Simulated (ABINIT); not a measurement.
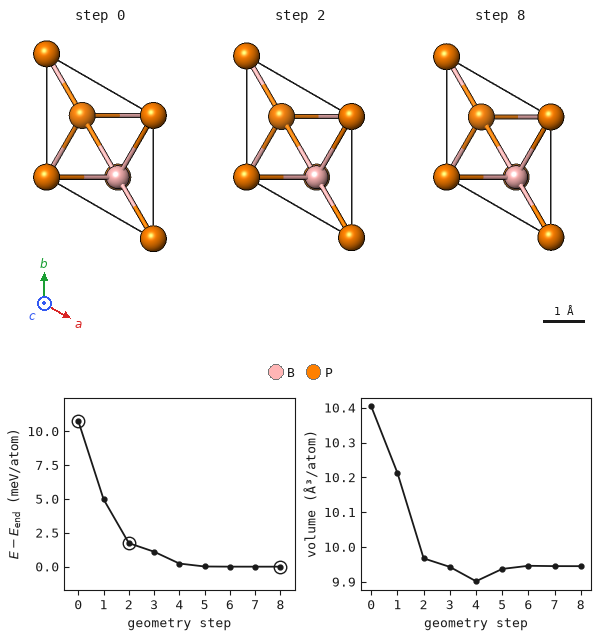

Frames of a relaxation of solid B2P (a generated structure, set up in R-3m), marked on the history of the run. Style: ball-and-stick. Shown: the conventional cell (3 times the calculation's cell), along the c axis. Lengths and directions refer to the drawn axes.

The run lets cell and atoms move.

All numbers below come from Kohn-Sham DFT of a periodic cell, LDA, JTH PAW LDA v2.0 in ABINIT.

Input
```
# Pseudopotentials
pp_dirpath "./"
pseudos "B.LDA_PW-JTH.xml, P.LDA_PW-JTH.xml"

# Structure
acell 8.1204280562 8.1204280562 8.1204223553
rprim
     0.3525875516     0.2035653682     0.9133691255
    -0.3525875516     0.2035653682     0.9133691255
     0.0000000000    -0.4071310223     0.9133697667
ntypat 2
znucl 5 15
natom 3
typat 1 1 2
chkprim 0
chksymtnons 0
tolsym 1.0e-6
xred
   0.4293400000   0.4293400000   0.4293400000
   0.5706600000   0.5706600000   0.5706600000
            0.0            0.0            0.0

# Plane-wave basis
ecut 20.0
pawecutdg 40.0
pawovlp -1
ecutsm 0.5

# k points
kptopt 1
ngkpt 8 8 8
nshiftk 1
shiftk 0.0 0.0 0.0

# Exchange and correlation
ixc 7

# Bands and occupations
nband 10
occopt 3
tsmear 0.00183747

# SCF cycle
nstep 80
tolvrs 1.0e-10

# Output
iomode 3
prteig 0
prtebands 0
prtwf 0
prtden 0

# Relaxation
ionmov 2
optcell 2
ntime 50
tolmxf 2.0e-5
dilatmx 1.08
```

Launched with:
```bash
abinit run.abi > log 2>&1
```

Describe the path.

The largest moves relative to the cell, 0.011 Å, are those of B atoms. P stays in place. Cell: a = b 3.030 → 2.959 Å (−2.3 %), c 11.775 → 11.802 Å (+0.2 %). Volume −4.4 %. Near-neighbour distances that change, for instance: B–P 2.083 → 2.056 Å, B–B 1.664 → 1.647 Å. The space group stays R-3m (No. 166). After 8 geometry steps the energy has fallen by 10.8 meV per atom. The largest force component goes from 0.049 to 0.00022 eV/Å. Pressure: −6.04 GPa at the start and 0.00 GPa at the end. The run took 3.8 min on 1 thread of AMD EPYC 9R45 96-Core Processor (Zen 5), on a shared host, peak memory 0.14 GiB. From step 0 to 2: volume −4.2 %, energy −9.0 meV per atom. From step 2 to 8: volume −0.2 %, energy −1.7 meV per atom.
